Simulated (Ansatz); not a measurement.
**TaN: single-point calculation**

- system: TaN (2 atoms in the cell)
- method: DFT r2SCAN, scalar-relativistic, plane waves, PAW, no spin polarisation (Ansatz 0.2.0)

The structure derives from an entry of the Crystallography Open Database. It belongs to a series of runs on one base structure; here: all N atoms moved +0.013 Å, as atom 2 towards its neighbour atom 1 (Ta) at 2.179 A. Figures and captions count atoms from 1; the log counts them from 0 in places.

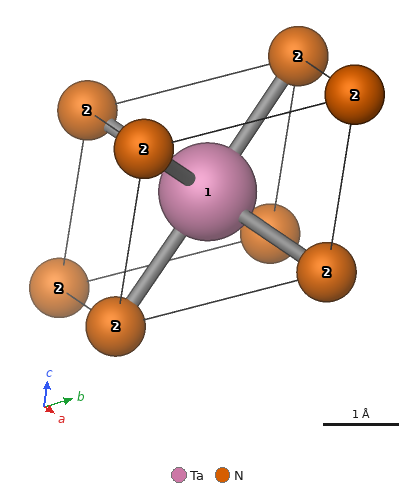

*The input geometry (ball-and-stick view of the cell of the calculation, seen slightly off an axis; atoms are numbered from 1 in the order of the input). An atom can appear more than once, as a periodic image.*

Near neighbours in the periodic cell (some may lie outside the picture): Ta has 6 N at 2.17 to 2.19 Å and 12 Ta at 3.08 Å; N has 6 Ta at 2.17 to 2.19 Å.

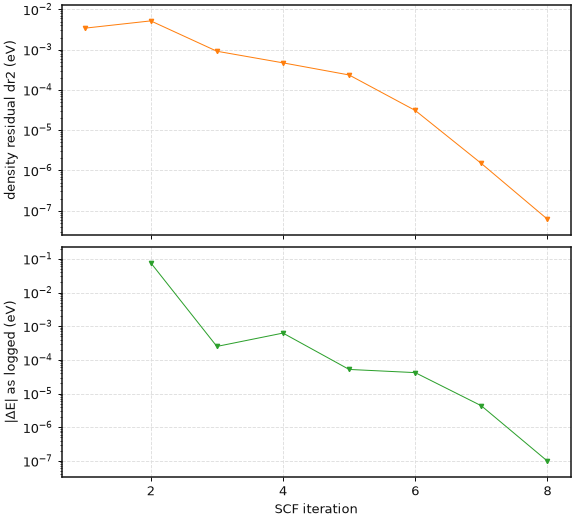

*Convergence of the self-consistent field: density residual dr2 and size of the energy change against the SCF iteration.*

The residual falls almost steadily, with no more than small rises.

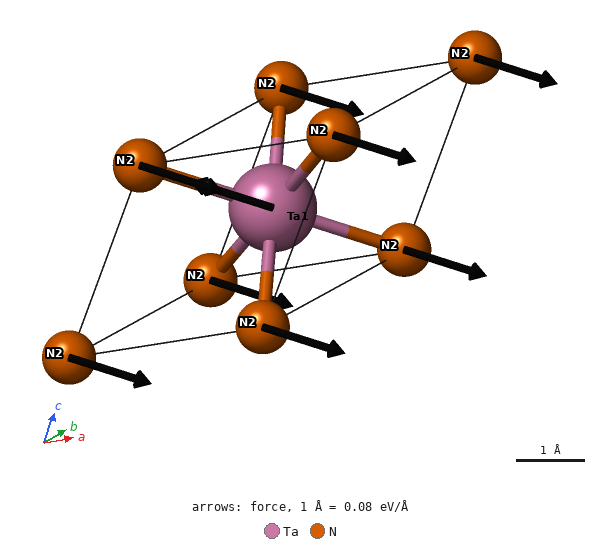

*Forces on the atoms as black arrows (ball-and-stick view of the cell of the calculation, seen at an oblique angle; atoms are numbered from 1 in the order of the input).*

The largest act on Ta1 (0.11 eV/Å); N2 (0.11 eV/Å). The geometry is not a stationary point of this energy.

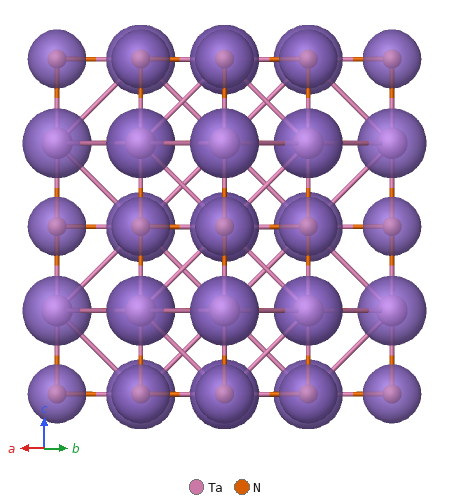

*Isosurface of the valence pseudo-density at 1 e/Å³ (purple), seen along [110]. Sticks mark near contacts. The outline is the cell set on symmetry axes.*

At this value the density breaks into separate islands; it holds about 65 % of the electrons treated as valence (semicore included). It is pinched off along the Ta–N (2.17 Å) and Ta–Ta (3.08 Å) contacts. On the grid the lowest density along these lines, outside the cores, is 0.57 e/Å³ (Ta–N, 2.17 Å) and 0.24 e/Å³ (Ta–Ta, 3.08 Å). In a PAW calculation such maps are meaningful between the atoms, not at the nuclei.

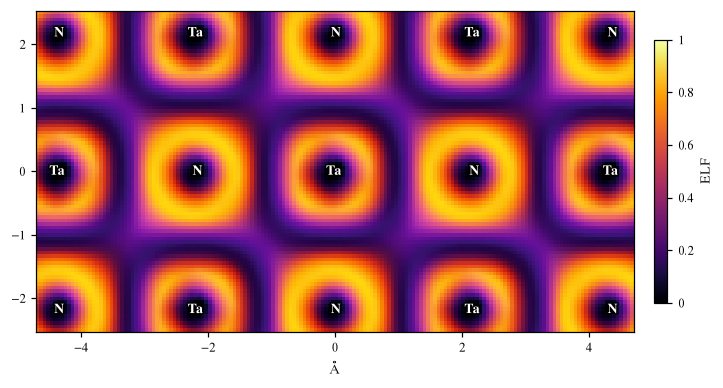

*ELF on the (110) plane of the conventional cell.*

The section cuts through Ta and N sites. Ta–N (2.17 Å): the ELF is about 0.15 at the midpoint (a polar contact without a shared pair, in a metal). Ta–Ta (3.08 Å): the ELF is about 0.20 at the midpoint; no shared electron pair. The strong features right at Ta lie inside the PAW spheres (semicore, d or f shells) and say nothing about bonding.

The input that produced these results follows, with the program's output.

The input:
```yaml
crystal:
  lattice:
    - [0.0, 2.179, 2.179]
    - [2.179, 0.0, 2.179]
    - [2.179, 2.179, 0.0]
  atoms:
    - { symbol: Ta, position: [0.5, 0.5, 0.5] }
    - { symbol: "N", position: [-0.0028682882, -0.0028682882, 0.0028682882] }
basis:
  ecutwfc: 500
kpoints:
  mp_grid: { grid: [18, 18, 18] }
hamiltonian:
  xc: r2scan
scf:
  occupations: { method: gaussian, width: 0.15 }
output:
  forces: true
  stress: true
  eigenvalues: true
  write_density: true
  write_potential: true
  elf: true
  volumetric_format: npy
```

Command:
```bash
ansatz run input.yaml --threads 1 --pin off --max-ram 2560MiB --backend cpu --events-out ev --progress --plain --runs-dir out
```

Log:
```
Engine: ansatz 0.2.0, x86_64-unknown-linux-gnu
Pseudopotentials: kind: paw
Pseudopotential: Ta, paw, valence charge 13, recommended cutoff 500 eV (meta_gga), Ta.paw.azcp
Pseudopotential: N, paw, valence charge 5, recommended cutoff 500 eV (meta_gga), N.paw.azcp
Functional definition: r2SCAN
  parameter k0 = 0.174
  parameter k1 = 0.065
  parameter a1 = 4.9479
  exchange = r2scan_x(k0 = k0, k1 = k1, a1 = a1)
  correlation = r2scan_c
Crystal: 2 atoms, lattice volume = 20.692 Å³
Basis set: ecut = 500 eV, 531 PW (Γ), exchange–correlation on 96×96×96 points (64 copies of the dense FFT grid, shifted against one another)
Bands: 13, of which v1, the nominal top of the filled ones, is band 9 counted from 1 (8 counted from 0)
Symmetry: 8 space group operations
Space group: I4mm (ITA 107), of the structure as read, at distance tolerance 2.7e-5 Å
k-points: 480 of 5832 (time reversal used)
Non-local potential: Ta, projectors of the file, l = 0: 3, l = 1: 2, l = 2: 2, l = 3: 1
Non-local potential: N, projectors of the file, l = 0: 2, l = 1: 2, l = 2: 1
PAW form: soft (Blöchl's): semilocal exchange-correlation on the pseudo side does not see the compensation charge
PAW frozen core: Ta, regenerated for the run's functional (the file was generated under x = pbe(κ = 0.804, μ = 0.2195149727645171), c = pbe(β = 0.06672455060314922))
PAW frozen core: N, regenerated for the run's functional (the file was generated under x = pbe(κ = 0.804, μ = 0.2195149727645171), c = pbe(β = 0.06672455060314922))
PAW one-centre angular grid: Ta, 590 points (default); XC on 160 Gauss nodes
PAW one-centre angular grid: N, 302 points (default); XC on 160 Gauss nodes
Initial density: superposition of atomic densities (neutral atoms: chi_scale 0, normalization atom), corrected by the library's trained network
Initial wavefunctions: pseudopotential atomic-orbital guess
Functional: x = r2scan, c = r2scan; τ floored in thin density (d = 2e-4 eV/Å³)
SCF iter   1: F=—  HF=-10330.966188 eV  |F-HF|=—  |Δ(HF+E_count)|=         —  Δρ=7.31e-3  dr2=3.41e-3  dr2_τ=1.44e-1  ethr=1.77e-3  ⟨swp⟩=5.6  Hψ=78189  notcnv=0  defer=86
automatic band count: the SCF goes on with 17 bands, as 13 were too few: the levels above may hold too much charge
preconditioner: auto → none  [metal: Δε(μ)=0.030 eV  Ē_g=16.780 eV  σ=0.150 eV  W_gap=0.11  n_scr=8 (ndim 8)  ℏωp=25.8 eV  f_vac=0.000  D(μ)=0.81/eV (n_scr^D=8)  sad-step TF]
SCF iter   2: F=—  HF=-10331.042358 eV  |F-HF|=—  |Δ(HF+E_count)|=   7.62e-2  Δρ=6.24e-3  dr2=5.18e-3  dr2_τ=3.22e-4  ethr=1.89e-5  ⟨swp⟩=2.0  Hψ=18539  notcnv=0  defer=1184
SCF iter   3: F=—  HF=-10331.042610 eV  |F-HF|=—  |Δ(HF+E_count)|=   2.51e-4  Δρ=3.74e-3  dr2=9.13e-4  dr2_τ=1.84e-4  ethr=1.89e-5  ⟨swp⟩=2.1  Hψ=8925  notcnv=0  defer=1184
SCF iter   4: F=—  HF=-10331.043234 eV  |F-HF|=—  |Δ(HF+E_count)|=   6.25e-4  Δρ=1.68e-3  dr2=4.70e-4  dr2_τ=4.80e-5  ethr=5.07e-6  ⟨swp⟩=2.1  Hψ=9806  notcnv=0  defer=1184
SCF iter   5: F=—  HF=-10331.043182 eV  |F-HF|=—  |Δ(HF+E_count)|=   5.21e-5  Δρ=1.01e-3  dr2=2.35e-4  dr2_τ=7.89e-6  ethr=2.61e-6  ⟨swp⟩=1.0  Hψ=6952  notcnv=0  defer=1184
SCF iter   6: F=—  HF=-10331.043140 eV  |F-HF|=—  |Δ(HF+E_count)|=   4.19e-5  Δρ=3.60e-4  dr2=3.09e-5  dr2_τ=8.62e-7  ethr=1.30e-6  ⟨swp⟩=1.4  Hψ=7524  notcnv=0  defer=1184
SCF iter   7: F=—  HF=-10331.043136 eV  |F-HF|=—  |Δ(HF+E_count)|=   4.35e-6  Δρ=8.17e-5  dr2=1.49e-6  dr2_τ=4.57e-8  ethr=1.72e-7  ⟨swp⟩=2.0  Hψ=8559  notcnv=0  defer=1184
SCF iter   8: F=-10331.043135 eV  HF=-10331.043136 eV  |F-HF|=3.23e-8  |Δ(HF+E_count)|=   9.88e-8  Δρ=1.69e-5  dr2=6.14e-8  dr2_τ=2.75e-9  ethr=5.56e-10  ⟨swp⟩=11.7  Hψ=53698  notcnv=0
SCF 1 converged in 8 iterations: F = -10331.043135 eV  dr2 = 6.14e-8
  greatest PAW one-centre occupation: 0.998 electrons in one spin orbital (limit 2), on the Ta atom at site 0 (counted from 0), in its partial waves of l = 0
SCF converged after 8 iterations
Free energy (F): -10331.043135 eV
Harris-Foulkes:  -10331.043136 eV  (|F-HF|=3.23e-8)
Internal energy: -10331.034099 eV  (E = F + TS)
E sigma→0 (E₀):  -10331.038617 eV
Entropy (-TS):   -0.009037 eV (-4.518 meV/atom)
Fermi energy:    22.431099 eV
--- Per-component energies (eV) ---
  E_band       = -49.485733
  E_kinetic    = 505.211321
  E_local      = -565.882025  (includes V_loc(G=0)·N_el)
  E_nonlocal   = 60.133622
  E_hartree    = 192.884636
  E_xc         = -266.451463
  E_vxc        = -309.631286  (∫ρ·V_xc dr)
  E_paw        = -8552.638679  (= ΣΔE_a)
  E_vpaw       = -141.086247  (= ΣTr[D̂ρ^β])
  E_aug_tail   = 0.000078  (compensation charges beyond the density's cutoff)
  E_vtau       = 15.997557  (kinetic-family band-sum trace: ∫τ·v_τ [+ j·A + Jᵃ·Aᵃ] dr)
  E_ewald      = -1703.505743
  E_core_change = -0.785845  (= ΣΔE_core)
  E_smearing   = -0.009037  (= −TS)
  E_closure    = 0.000000  (closes the sum)
  Σ components = -10331.043135   (vs F -10331.043135, Δ=0.00e0)
--- Forces (eV/Å), atoms counted from 1 ---
  atom   1  Ta    -0.00000000     0.00000000    -0.10948588
  atom   2  N      0.00000000     0.00000000     0.10946938
  max |Σ_I F_I| component: 1.65e-5 eV/Å
--- Stress (GPa, compression-positive) ---
        9.785609       0.000000       0.000000
        0.000000       9.785609       0.000000
        0.000000      -0.000000       9.870134
  P = ⅓ Tr σ = 9.8138 GPa (98.138 kbar)
--- Band table (eV; the first three rows and the last of 480) ---
  k-point 0: bands = ["-49.0263", "-14.6058", "-14.6056", "-14.6056", "2.2016", "18.1804", "18.1804", "18.1812", "20.1836", "20.1889", "20.1889", "22.5998", "22.6050", "24.4120", "32.1028", "47.5529", "47.5529"]
  k-point 1: bands = ["-49.0243", "-14.6377", "-14.6084", "-14.6083", "2.2808", "17.7574", "17.9028", "17.9118", "20.3097", "20.3198", "20.3822", "22.9225", "22.9274", "24.6481", "32.3468", "46.4013", "47.0138"]
  k-point 2: bands = ["-49.0183", "-14.7290", "-14.6162", "-14.6161", "2.5114", "16.8541", "17.2825", "17.2878", "20.6278", "20.6388", "20.7052", "23.7450", "23.7489", "25.2755", "33.0353", "44.4405", "45.6749"]
  k-point 479: bands = ["-48.9349", "-15.4228", "-14.9240", "-14.9240", "3.4089", "15.2702", "16.6173", "17.3498", "17.3498", "24.7691", "26.1365", "26.1365", "27.4307", "30.1977", "32.1250", "39.8686", "39.8686"]
```

Summary:

```json
{"quantity": "outcome", "value": "converged"}
{"quantity": "space group (tolerance 0.01 Å)", "value": "I4mm (107)"}
{"quantity": "electrons treated", "value": "18"}
{"quantity": "free energy", "value": "−10331.0431 eV"}
{"quantity": "Fermi energy", "value": "22.431 eV"}
{"quantity": "gap on the k-point mesh", "value": "none (metallic)"}
{"quantity": "pressure", "value": "9.81 GPa"}
{"quantity": "largest force (length of the vector)", "value": "0.109 eV/Å"}
{"quantity": "hardware", "value": "1 thread of Intel Xeon @ 2.50GHz (Skylake/Cascade Lake), 32 GiB of memory available, shared host"}
{"quantity": "wall time", "value": "66 s"}
{"quantity": "peak memory", "value": "0.61 GiB"}
```

Remarks:

Spin–orbit coupling is left out, which matters for Ta. The cell is under a pressure of 9.8 GPa at this level, so it is not at its equilibrium volume.
